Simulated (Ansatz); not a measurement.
# Convergence study of IrO2, part 1 of 2

Which SCF settings change the result for IrO2, and which only the effort? The default run comes first. System: IrO2, its deposited structure (space group P4_2/mnm); the cell holds 6 atoms. Source: COD entry 1548817, which need not be the ambient phase.

A COD entry behind a cell of this session may itself be a prediction, so a difference from it is no test against experiment.

Method: DFT LDA+U, PAW, plane waves, scalar-relativistic; U − J = 2.9 eV on Ir d, in Ansatz 0.2.0.

## Step 1: The starting structure

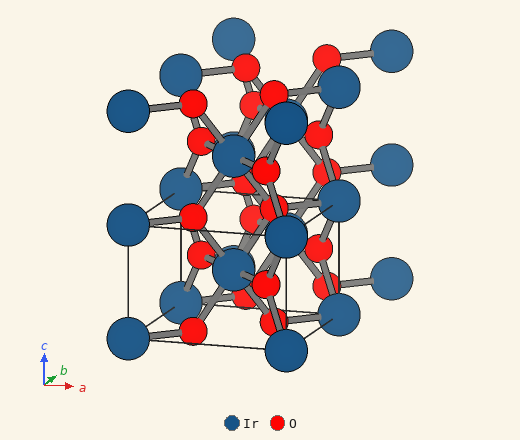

Start, viewed slightly off an axis; iridium blue, oxygen red. 1×2×2 cells are drawn. Atoms on the faces are drawn again on the opposite ones.

As a file:

```
Ir O
1.0
     4.50510    0.00000    0.00000
     0.00000    4.50510    0.00000
     0.00000    0.00000    3.15860
Ir O
2 4
Direct
  0.00000 0.00000 0.00000
  0.50000 0.50000 0.50000
  0.30770 0.30770 0.00000
  0.19230 0.80770 0.50000
  0.69230 0.69230 0.00000
  0.80770 0.19230 0.50000
```

In tables a label like O6 counts atoms in the order of input.yaml; a structure file may count by element.

After the default run come: 2 bands beyond the filled ones; k-point mesh 2x2x3; Broyden, β 0.7, history 2, no preconditioner; Broyden, β 1.0, history 2, no preconditioner; cold smearing, width 0.15 eV; direct minimisation; cutoff 250 eV.

The search for lower states is off throughout, and inputs that name a mixer don't switch to direct minimisation unless they say so. Spin is collinear, with starting moments Ir1 1.00, Ir2 1.00 μB. β is the mixing step of the charge; the magnetisation has a step of its own, which the program sets unless it is named.

## Step 2: Default SCF settings

input.yaml

```yaml
crystal:
  lattice:
    - [4.5051, 0.0, 0.0]
    - [0.0, 4.5051, 0.0]
    - [0.0, 0.0, 3.1586]
  atoms:
    - { symbol: Ir, position: [0.0, 0.0, 0.0], spin: 1.0 }
    - { symbol: Ir, position: [0.5, 0.5, 0.5], spin: 1.0 }
    - { symbol: O, position: [0.3077, 0.3077, 0.0] }
    - { symbol: O, position: [0.1923, 0.8077, 0.5] }
    - { symbol: O, position: [0.6923, 0.6923, 0.0] }
    - { symbol: O, position: [0.8077, 0.1923, 0.5] }
magnetization:
  spin_polarized: true
hamiltonian:
  xc: lda
  pseudopotentials: { kind: paw }
  hubbard: { sites: [{ species: Ir, l: d, u_eff: 2.9 }] }
basis:
  ecutwfc: 420
kpoints:
  mp_grid: { grid: [4, 4, 6] }
scf:
  occupations: { method: fermi_dirac, width: 0.1 }
  lower_state_search: "off"
output:
  forces: true
  stress: true
  write_density: true
  write_potential: true
  elf: true
  volumetric_format: npy
```

On the command line:

```
ansatz run input.yaml --threads 2 --pin off --max-ram 5120MiB --backend cpu --events-out ev --progress --plain --runs-dir out
```

The log of the run (excerpt; [...] marks lines left out):

```text
Ir: projections on atomic orbitals take those of the free atom [Kr 4d10 4f14] 5s2 5p6 5d7 6s2, of charge +0.00 (hamiltonian.pseudopotentials.projection_atoms); the dataset's partial waves leave at most 8.4e-5 of an orbital's norm unspanned inside its sphere
O: projections on atomic orbitals take those of the free atom [He] 2s2 2p4, of charge +0.00 (hamiltonian.pseudopotentials.projection_atoms); the dataset's partial waves leave at most 1.9e-8 of an orbital's norm unspanned inside its sphere
[...]
Pseudopotentials: kind: paw
Pseudopotential: Ir, paw, valence charge 17, recommended cutoff 420 eV (normal), Ir.paw.azcp
Pseudopotential: O, paw, valence charge 6, recommended cutoff 420 eV (normal), O.paw.azcp
Functional definition: SPW92
[...]
Crystal: 6 atoms, lattice volume = 64.107 Å³
Basis set: ecut = 420 eV, 1243 PW (Γ)
Bands: 36, of which v1, the nominal top of the filled ones, is band 29 counted from 1 (28 counted from 0)
Symmetry: 16 space group operations
Space group: P42/mnm (ITA 136), of the structure as read, at distance tolerance 4.0e-5 Å
Magnetic group: BNS 136.495 (UNI 1155), of the structure as read, at distance tolerance 4.0e-5 Å
k-points: 24 of 96
[...]
Starting moments: Σ|m| = 2 μB on 2 of 6 sites
[...]
SCF iter   1: F=—  HF=-25537.599296 eV  |F-HF|=—  |Δ(HF+E_count)|=         —  Δρ=6.69e-2 (↑4.68e-2 ↓6.69e-2)  dr2=3.14e0  dr2_m=5.38e-1  M=0.810 μB ∫|m|=0.943 μB  β_m=0.30  ethr=3.10e-3  ⟨swp⟩=5.7  Hψ=6287  notcnv=0
[...]
WARN: the starting moments were not kept: the SCF closed with an absolute magnetisation of 1.2e-6 μB, where they sum to 2 μB in size (2 sites). That is at most 0.1 of that sum. Measured as dr2_m measures the in/out step, that magnetisation stands 3.3e-13 eV from none, at or under the [...]
the last iteration of the SCF fills more bands at one k-point than at another: 28 at σ=↑ k=3 and 30 at σ=↑ k=8; 28 at σ=↓ k=3 and 30 at σ=↓ k=8 (a band counts as filled where it holds over half of its capacity, the bands of one level by their mean; [...]
SCF converged after 17 iterations
Magnetization: 0.0000 μB (29.0000 up, 29.0000 down)
Absolute magnetization: 0.0000 μB (∫|ρ↑−ρ↓|, with the PAW one-centre terms)
Spin contamination: 0.0000 ħ² per cell (⟨S²⟩ above its minimum at these occupations)
Per-site moments (μB) at R_I (Å): [(1.9544267616454888e-7, 0.808669162973484), (1.9544267614107818e-7, 0.808669162973484), (6.111458634954943e-10, 0.808669162973484), (6.111458042679358e-10, 0.808669162973484), (6.11145811089288e-10, 0.808669162973484), (6.11145870664075e-10, 0.808669162973484)]
Free energy (F): -25538.722447 eV
[...]
E sigma→0 (E₀):  -25538.674324 eV
Entropy (-TS):   -0.096246 eV (-16.041 meV/atom)
Fermi energy:    13.593786 eV
[...]
--- Forces (eV/Å), atoms counted from 1 ---
  atom   1  Ir     0.00000000    -0.00000000     0.00000000
  atom   2  Ir     0.00000000     0.00000000     0.00000000
  atom   3  O      0.10247562     0.10247562     0.00000000
  atom   4  O     -0.10247562     0.10247562     0.00000000
  atom   5  O     -0.10247562    -0.10247562     0.00000000
  atom   6  O      0.10247562    -0.10247562     0.00000000
[...]
--- Stress (GPa, compression-positive) ---
       -9.312842       0.000000       0.000000
        0.000000      -9.312842       0.000000
        0.000000       0.000000     -11.941734
  P = ⅓ Tr σ = -10.1891 GPa (-101.891 kbar)
--- Band table (eV; the first three rows and the last of 48) ---
[...]
Occupation matrices written to <dir>
```

Run time: 6.5 s. Hardware: 2 threads of Arm Neoverse V2, shared host; peak memory 0.41 GiB.

The reference: 17 iterations with the default settings (MSR1 mixing, preconditioner Kerker); non-magnetic, no gap on the k-mesh.

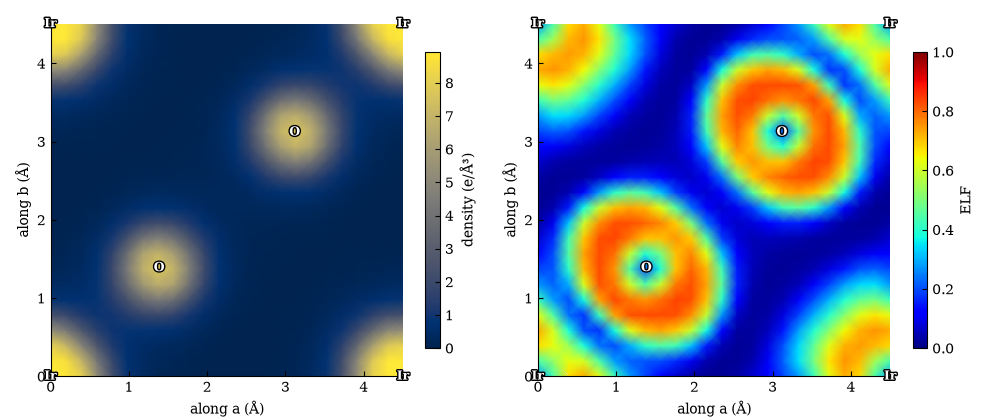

Density (left) and ELF (right) in a lattice plane of the grid's cell (edges 4.51 and 4.51 Å, at 0.000 of the third edge), which holds Ir and O. Only atoms in the plane are labelled. Both are smooth fields of the valence electrons: close to the nuclei they are not physical.

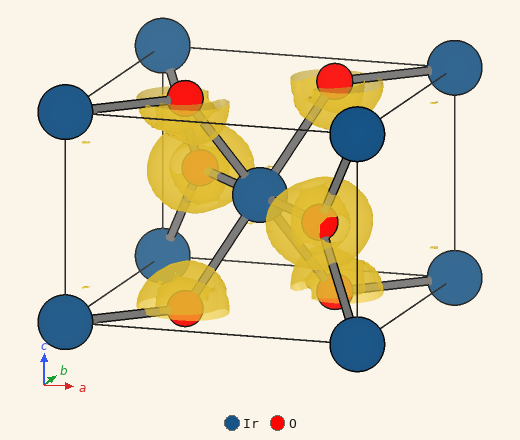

Surface of ELF = 0.77, drawn in one cell.

The highest ELF values outside the cores: 0.84 beside O, off the lines to its neighbours, 0.6 Å from O; 0.83 on the O–Ir line, 0.6 Å from O; 0.83 in the shell around O, 0.6 Å from O.

## Step 3: 2 bands beyond the filled ones

input.yaml: that of step 2 with these lines changed.

```diff
@@ -25,2 +25,4 @@
   lower_state_search: "off"
+  n_extra_bands: 2
+  max_iter: 80
 output:
@@ -28,5 +30 @@
   stress: true
-  write_density: true
-  write_potential: true
-  elf: true
-  volumetric_format: npy
```

On the command line:

```
ansatz run input.yaml --threads 2 --pin off --max-ram 5120MiB --backend cpu --events-out ev --progress --plain --runs-dir out
```

The log of the run (excerpt; [...] marks lines left out):

```text
Warning: the band count 31 (scf.n_extra_bands) hosts the net moment |M| = 2.0000 μB (N_el = 58) but caps the reachable moment at 2·n_bands − N_el = 4.0000 μB, below the 36 bands that the automatic rule leaves for it — a moment growing past the seed, or the majority channel's smearing [...]
[... 2 lines as in an earlier run ...]
scf.n_extra_bands = 2 over 29 filled bands (N_el = 58.0): the run solves 31 bands
[... 9 lines as in an earlier run ...]
Bands: 31, of which v1, the nominal top of the filled ones, is band 29 counted from 1 (28 counted from 0)
[... 12 lines as in an earlier run ...]
Starting moments: Σ|m| = 2 μB on 2 of 6 sites
[... 2 lines as in an earlier run ...]
SCF iter   1: F=—  HF=-25537.599091 eV  |F-HF|=—  |Δ(HF+E_count)|=         —  Δρ=6.69e-2 (↑4.68e-2 ↓6.69e-2)  dr2=3.13e0  dr2_m=5.38e-1  M=0.810 μB ∫|m|=0.943 μB  β_m=0.30  ethr=3.10e-3  ⟨swp⟩=5.2  Hψ=5250  notcnv=0
[...]
[... 1 line as in an earlier run ...]
[...]
spin-set hold released at iteration 8 (site moments contracting): the magnetisation degrees of freedom join the quasi-Newton model from the next iteration; the mixer history was flushed
[...]
SCF iter  17: F=-25538.722447 eV  HF=-25538.722447 eV  |F-HF|=6.91e-11  |Δ(HF+E_count)|=  1.82e-11  Δρ=3.11e-7 (↑2.96e-7 ↓3.11e-7)  dr2=3.50e-10  dr2_m=2.49e-12  M=0.000 μB ∫|m|=0.000 μB  ethr=4.10e-12  ⟨swp⟩=1.0  Hψ=3795  notcnv=0
WARN: the starting moments were not kept: the SCF closed with an absolute magnetisation of 2.4e-6 μB, where they sum to 2 μB in size (2 sites). That is at most 0.1 of that sum. Measured as dr2_m measures the in/out step, that magnetisation stands 1.0e-12 eV from none, at or under the [...]
[... 1 line as in an earlier run ...]
[...]
SCF converged after 17 iterations
Magnetization: 0.0000 μB (29.0000 up, 29.0000 down)
Absolute magnetization: 0.0000 μB (∫|ρ↑−ρ↓|, with the PAW one-centre terms)
Spin contamination: 0.0000 ħ² per cell (⟨S²⟩ above its minimum at these occupations)
Per-site moments (μB) at R_I (Å): [(5.428570259881313e-7, 0.808669162973484), (5.42857026023507e-7, 0.808669162973484), (8.094602874172105e-8, 0.808669162973484), (8.094602879010742e-8, 0.808669162973484), (8.094602881960464e-8, 0.808669162973484), (8.094602880146993e-8, 0.808669162973484)]
Free energy (F): -25538.722447 eV
[...]
E sigma→0 (E₀):  -25538.674324 eV
Entropy (-TS):   -0.096246 eV (-16.041 meV/atom)
Fermi energy:    13.593786 eV
[... 31 lines left out: energy terms, forces, stress ...]
Occupation matrices written to <dir>
```

Run time: 5.2 s. Hardware: 2 threads of Arm Neoverse V2, shared host; peak memory 0.4 GiB.

The count stays at 17. Against the default run: the same free energy.

## Step 4: K-point mesh 2x2x3

input.yaml: that of step 3 with these lines changed.

```diff
@@ -21,3 +21,3 @@
 kpoints:
-  mp_grid: { grid: [4, 4, 6] }
+  mp_grid: { grid: [2, 2, 3] }
 scf:
@@ -25,3 +25,2 @@
   lower_state_search: "off"
-  n_extra_bands: 2
   max_iter: 80
```

On the command line:

```
ansatz run input.yaml --threads 2 --pin off --max-ram 5120MiB --backend cpu --events-out ev --progress --plain --runs-dir out
```

The log of the run (excerpt; [...] marks lines left out):

```text
[... 15 lines as in an earlier run ...]
k-points: 6 of 12
[... 8 lines as in an earlier run ...]
Starting moments: Σ|m| = 2 μB on 2 of 6 sites
[... 2 lines as in an earlier run ...]
SCF iter   1: F=—  HF=-25537.472064 eV  |F-HF|=—  |Δ(HF+E_count)|=         —  Δρ=6.61e-2 (↑4.66e-2 ↓6.61e-2)  dr2=3.13e0  dr2_m=5.05e-1  M=0.935 μB ∫|m|=1.039 μB  β_m=0.30  ethr=3.10e-3  ⟨swp⟩=5.8  Hψ=1585  notcnv=0
[...]
[... 1 line as in an earlier run ...]
[...]
spin-set hold released at iteration 8 (site moments contracting): the magnetisation degrees of freedom join the quasi-Newton model from the next iteration; the mixer history was flushed
[...]
SCF iter  16: F=-25538.600169 eV  HF=-25538.600169 eV  |F-HF|=9.82e-11  |Δ(HF+E_count)|=   3.92e-9  Δρ=5.36e-7 (↑3.65e-7 ↓5.36e-7)  dr2=4.15e-10  dr2_m=4.02e-11  M=-0.000 μB ∫|m|=0.000 μB  ethr=3.97e-12  ⟨swp⟩=1.0  Hψ=1181  notcnv=0
[...]
WARN: the starting moments were not kept: the SCF closed with an absolute magnetisation of 9.8e-6 μB, where they sum to 2 μB in size (2 sites). That is at most 0.1 of that sum. Measured as dr2_m measures the in/out step, that magnetisation stands 2.2e-11 eV from none, at or under the [...]
Spin contamination: 0.0000 ħ² per cell (⟨S²⟩ above its minimum at these occupations)
Per-site moments (μB) at R_I (Å): [(-2.184207020522246e-6, 0.808669162973484), (-2.1842070205729062e-6, 0.808669162973484), (-5.96381647804346e-8, 0.808669162973484), (-5.9638164817541e-8, 0.808669162973484), (-5.963816482668365e-8, 0.808669162973484), (-5.963816479928093e-8, 0.808669162973484)]
Free energy (F): -25538.600169 eV
[...]
E sigma→0 (E₀):  -25538.550826 eV
Entropy (-TS):   -0.098685 eV (-16.448 meV/atom)
Fermi energy:    13.631622 eV
[...]
--- Forces (eV/Å), atoms counted from 1 ---
  atom   1  Ir     0.00000000    -0.00000000     0.00000000
  atom   2  Ir     0.00000000     0.00000000     0.00000000
  atom   3  O     -0.02989819    -0.02989819     0.00000000
  atom   4  O      0.02989819    -0.02989819     0.00000000
  atom   5  O      0.02989819     0.02989819     0.00000000
  atom   6  O     -0.02989819     0.02989819     0.00000000
[...]
--- Stress (GPa, compression-positive) ---
       -9.719988       0.000000       0.000000
        0.000000      -9.719988       0.000000
        0.000000       0.000000     -10.349212
  P = ⅓ Tr σ = -9.9297 GPa (-99.297 kbar)
Occupation matrices written to <dir>
```

Wall time 1.8 s (2 threads of Arm Neoverse V2, shared host); peak memory 0.31 GiB.

It takes 16 iterations (default 17). Against the default run: free energy shifted by +20.4 meV/atom, forces change by up to 0.187 eV/Å, pressure -9.9 GPa against -10.2.

The setting is a deliberately weak one: read the shift, not the values.

## Step 5: Broyden, β 0.7, history 2, no preconditioner

input.yaml: that of step 4 with these lines changed.

```diff
@@ -21,3 +21,3 @@
 kpoints:
-  mp_grid: { grid: [2, 2, 3] }
+  mp_grid: { grid: [4, 4, 6] }
 scf:
@@ -25,3 +25,5 @@
   lower_state_search: "off"
+  algorithm: density_mixing
   max_iter: 80
+  mixing: { algorithm: broyden, ndim: 2, beta: 0.7, preconditioner: none }
 output:
```

On the command line:

```
ansatz run input.yaml --threads 2 --pin off --max-ram 5120MiB --backend cpu --events-out ev --progress --plain --runs-dir out
```

The log of the run (excerpt; [...] marks lines left out):

```text
[... 24 lines as in an earlier run ...]
Starting moments: Σ|m| = 2 μB on 2 of 6 sites
[... 2 lines as in an earlier run ...]
SCF iter   1: F=—  HF=-25537.599296 eV  |F-HF|=—  |Δ(HF+E_count)|=         —  Δρ=6.69e-2 (↑4.68e-2 ↓6.69e-2)  dr2=3.14e0  dr2_m=5.38e-1  M=0.810 μB ∫|m|=0.943 μB  β_m=0.70  ethr=3.10e-3  ⟨swp⟩=5.7  Hψ=6287  notcnv=0
[...]
spin-set hold released at iteration 6 (site moments contracting): the magnetisation degrees of freedom join the quasi-Newton model from the next iteration; the mixer history was flushed
[...]
SCF iter  41: F=-25538.722447 eV  HF=-25538.722447 eV  |F-HF|=6.55e-11  |Δ(HF+E_count)|=  3.24e-10  Δρ=2.45e-7 (↑2.45e-7 ↓2.00e-7)  dr2=4.11e-11  dr2_m=2.02e-11  M=0.000 μB ∫|m|=0.000 μB  ethr=1.00e-12  ⟨swp⟩=1.0  Hψ=3594  notcnv=0
WARN: the starting moments were not kept: the SCF closed with an absolute magnetisation of 6.0e-5 μB, where they sum to 2 μB in size (2 sites). That is at most 0.1 of that sum. Measured as dr2_m measures the in/out step, that magnetisation stands 8.1e-10 eV from none, at or under the [...]
[... 1 line as in an earlier run ...]
[...]
this state was not tested for a lower state beside it, because the mixer in use, unlike msr1, does not test its closes by its own steps (another_mixer; see scf.mixing.algorithm and scf.lower_state_search)
SCF converged after 41 iterations
Magnetization: 0.0001 μB (29.0000 up, 29.0000 down)
Absolute magnetization: 0.0001 μB (∫|ρ↑−ρ↓|, with the PAW one-centre terms)
Spin contamination: 0.0000 ħ² per cell (⟨S²⟩ above its minimum at these occupations)
Per-site moments (μB) at R_I (Å): [(1.1521307949368732e-5, 0.808669162973484), (1.1521307949364307e-5, 0.808669162973484), (6.195741521210276e-6, 0.808669162973484), (6.1957415211947125e-6, 0.808669162973484), (6.195741521228189e-6, 0.808669162973484), (6.195741521264509e-6, 0.808669162973484)]
Free energy (F): -25538.722447 eV
[...]
E sigma→0 (E₀):  -25538.674324 eV
Entropy (-TS):   -0.096246 eV (-16.041 meV/atom)
Fermi energy:    13.593781 eV
[... 31 lines left out: energy terms, forces, stress ...]
Occupation matrices written to <dir>
```

Wall time 13 s (2 threads of Arm Neoverse V2, shared host); peak memory 0.4 GiB.

It takes 41 iterations (default 17). Against the default run: the same free energy.

## Step 6: Broyden, β 1.0, history 2, no preconditioner

input.yaml: that of step 5 with these lines changed.

```diff
@@ -27,3 +27,3 @@
   max_iter: 80
-  mixing: { algorithm: broyden, ndim: 2, beta: 0.7, preconditioner: none }
+  mixing: { algorithm: broyden, ndim: 2, beta: 1.0, preconditioner: none }
 output:
```

On the command line:

```
ansatz run input.yaml --threads 2 --pin off --max-ram 5120MiB --backend cpu --events-out ev --progress --plain --runs-dir out
```

The log of the run (excerpt; [...] marks lines left out):

```text
[... 24 lines as in an earlier run ...]
Starting moments: Σ|m| = 2 μB on 2 of 6 sites
[... 2 lines as in an earlier run ...]
SCF iter   1: F=—  HF=-25537.599296 eV  |F-HF|=—  |Δ(HF+E_count)|=         —  Δρ=6.69e-2 (↑4.68e-2 ↓6.69e-2)  dr2=3.14e0  dr2_m=5.38e-1  M=0.810 μB ∫|m|=0.943 μB  β_m=1.00  ethr=3.10e-3  ⟨swp⟩=5.7  Hψ=6287  notcnv=0
[...]
spin-set hold released at iteration 6 (site moments contracting): the magnetisation degrees of freedom join the quasi-Newton model from the next iteration; the mixer history was flushed
[...]
SCF iter  37: F=-25538.722447 eV  HF=-25538.722447 eV  |F-HF|=7.28e-11  |Δ(HF+E_count)|=  1.53e-10  Δρ=3.03e-7 (↑3.03e-7 ↓2.84e-7)  dr2=1.43e-10  dr2_m=1.88e-11  M=0.000 μB ∫|m|=0.000 μB  ethr=1.00e-12  ⟨swp⟩=1.0  Hψ=4442  notcnv=0
WARN: the starting moments were not kept: the SCF closed with an absolute magnetisation of 4.9e-5 μB, where they sum to 2 μB in size (2 sites). That is at most 0.1 of that sum. Measured as dr2_m measures the in/out step, that magnetisation stands 5.4e-10 eV from none, at or under the [...]
[... 1 line as in an earlier run ...]
[...]
[... 1 line as in an earlier run ...]
SCF converged after 37 iterations
Magnetization: 0.0000 μB (29.0000 up, 29.0000 down)
Absolute magnetization: 0.0000 μB (∫|ρ↑−ρ↓|, with the PAW one-centre terms)
Spin contamination: 0.0000 ħ² per cell (⟨S²⟩ above its minimum at these occupations)
Per-site moments (μB) at R_I (Å): [(9.493427302213992e-6, 0.808669162973484), (9.493427302272776e-6, 0.808669162973484), (5.1098856138960476e-6, 0.808669162973484), (5.109885613983672e-6, 0.808669162973484), (5.1098856138806e-6, 0.808669162973484), (5.1098856138723755e-6, 0.808669162973484)]
Free energy (F): -25538.722447 eV
[...]
E sigma→0 (E₀):  -25538.674324 eV
Entropy (-TS):   -0.096246 eV (-16.041 meV/atom)
Fermi energy:    13.593781 eV
[... 31 lines left out: energy terms, forces, stress ...]
Occupation matrices written to <dir>
```

It took 12 s on 2 threads of Arm Neoverse V2, shared host; peak memory 0.4 GiB.

Compared with step 2: the same free energy; 37 iterations in place of 17.

## Step 7: Cold smearing, width 0.15 eV

input.yaml: that of step 6 with these lines changed.

```diff
@@ -23,7 +23,5 @@
 scf:
-  occupations: { method: fermi_dirac, width: 0.1 }
+  occupations: { method: cold, width: 0.15 }
   lower_state_search: "off"
-  algorithm: density_mixing
   max_iter: 80
-  mixing: { algorithm: broyden, ndim: 2, beta: 1.0, preconditioner: none }
 output:
```

On the command line:

```
ansatz run input.yaml --threads 2 --pin off --max-ram 5120MiB --backend cpu --events-out ev --progress --plain --runs-dir out
```

The log of the run (excerpt; [...] marks lines left out):

```text
[... 24 lines as in an earlier run ...]
Starting moments: Σ|m| = 2 μB on 2 of 6 sites
[... 2 lines as in an earlier run ...]
SCF iter   1: F=—  HF=-25537.551515 eV  |F-HF|=—  |Δ(HF+E_count)|=         —  Δρ=6.67e-2 (↑4.70e-2 ↓6.67e-2)  dr2=3.12e0  dr2_m=5.38e-1  M=0.845 μB ∫|m|=0.974 μB  β_m=0.30  ethr=3.10e-3  ⟨swp⟩=5.2  Hψ=6192  notcnv=0
[...]
[... 1 line as in an earlier run ...]
[...]
spin-set hold released at iteration 8 (site moments contracting): the magnetisation degrees of freedom join the quasi-Newton model from the next iteration; the mixer history was flushed
[...]
SCF iter  18: F=-25538.670212 eV  HF=-25538.670212 eV  |F-HF|=7.28e-12  |Δ(HF+E_count)|=   1.85e-9  S|Δr|=    0.00e0  Δρ=1.68e-7 (↑1.68e-7 ↓1.62e-7)  dr2=6.36e-11  dr2_m=6.63e-12  M=-0.000 μB ∫|m|=0.000 μB  ethr=1.26e-12  ⟨swp⟩=1.0  Hψ=5185  notcnv=0
[...]
WARN: the starting moments were not kept: the SCF closed with an absolute magnetisation of 4.0e-5 μB, where they sum to 2 μB in size (2 sites). That is at most 0.1 of that sum. Measured as dr2_m measures the in/out step, that magnetisation stands 3.5e-10 eV from none, at or under the [...]
Spin contamination: 0.0000 ħ² per cell (⟨S²⟩ above its minimum at these occupations)
Per-site moments (μB) at R_I (Å): [(-7.1455338035322445e-6, 0.808669162973484), (-7.145533803416065e-6, 0.808669162973484), (-4.483166111547739e-6, 0.808669162973484), (-4.48316611151559e-6, 0.808669162973484), (-4.483166111503656e-6, 0.808669162973484), (-4.48316611151108e-6, 0.808669162973484)]
Free energy (F): -25538.670212 eV
[...]
E sigma→0 (E₀):  -25538.669387 eV
Entropy (-TS):   -0.002473 eV (-0.412 meV/atom)
Fermi energy:    13.579491 eV
[...]
--- Forces (eV/Å), atoms counted from 1 ---
  atom   1  Ir     0.00000000    -0.00000000     0.00000000
  atom   2  Ir     0.00000000     0.00000000     0.00000000
  atom   3  O      0.11771674     0.11771674     0.00000000
  atom   4  O     -0.11771674     0.11771674     0.00000000
  atom   5  O     -0.11771674    -0.11771674     0.00000000
  atom   6  O      0.11771674    -0.11771674     0.00000000
[...]
--- Stress (GPa, compression-positive) ---
       -9.491871       0.000000       0.000000
        0.000000      -9.491871       0.000000
        0.000000       0.000000     -12.099995
  P = ⅓ Tr σ = -10.3612 GPa (-103.612 kbar)
Occupation matrices written to <dir>
```

Wall time 5.5 s (2 threads of Arm Neoverse V2, shared host); peak memory 0.41 GiB.

18 iterations against 17; free energy shifted by +8.7 meV/atom, zero-width estimate shifted by +0.8 meV/atom, forces change by up to 0.022 eV/Å, pressure -10.4 GPa against -10.2.

(Continued in part 2 of 2.)
